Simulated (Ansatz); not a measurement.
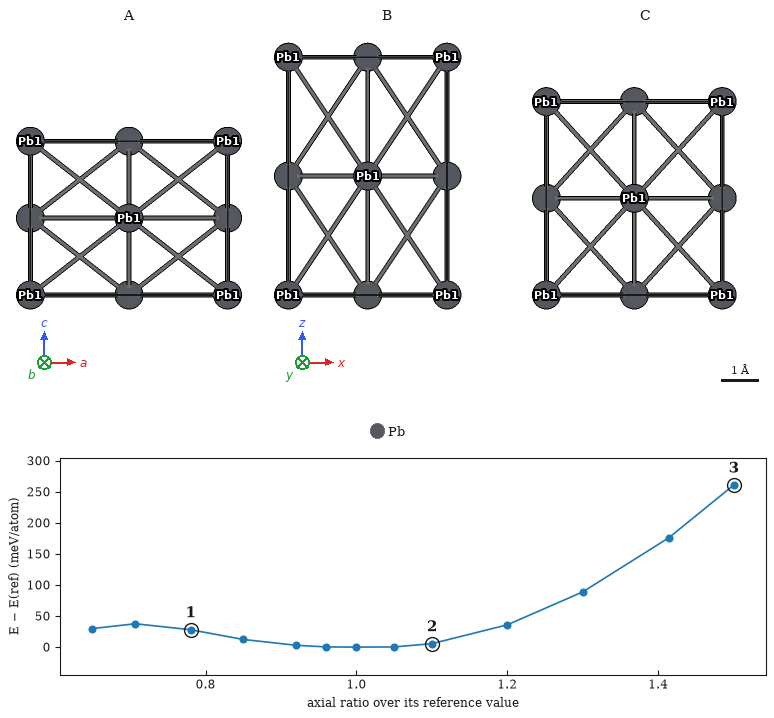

A scan of crystalline Pb (Fm-3m): the ratio of the cell's length along z to its lengths across, counted as 1 for the reference, is changed at fixed volume (a tetragonal or Bain path), with the atoms kept at their fractional coordinates. x, y and z are the Cartesian axes of the input. The frames are shuffled; the numbered points of the plot belong to them. A ball-and-stick model of the conventional cell (4 times the calculation's cell), repeated 1 × 2 × 1 with one cell outlined, seen along the b axis. Lengths and directions refer to the drawn axes.

Computed with DFT PBE, scalar-relativistic, plane waves, PAW (Ansatz). Set-up: plane-wave cutoff 420 eV; k-point mesh 18 × 18 × 18; occupations gaussian; smearing width 0.15 eV; no spin polarisation. Energies (free energies at the smearing named) are counted from the cell as listed in its source, which wasn't relaxed.

Match the frames to the points.

Answer. Point 1 is frame A (the relative ratio 0.78, 28.0 meV/atom); 2 is frame C (the relative ratio 1.10, 5.6 meV/atom); 3 is frame B (the relative ratio 1.50, 260.8 meV/atom). The lowest computed point lies at the relative ratio 1.00 (0.0 meV/atom). A local maximum lies at 0.707 (37.6 meV/atom). At the ends of the scan the energy is 29.9 meV/atom (0.65) and 260.8 meV/atom (1.50). The unrelaxed reference is under a pressure of 2.7 GPa. The distortion takes the space group from Fm-3m to I4/mmm, except for Im-3m at 0.707. At the relative ratio 1.50 the cell of the drawing goes a 4.940 → 4.315 Å, b 4.940 → 4.315 Å, c 4.940 → 6.473 Å.
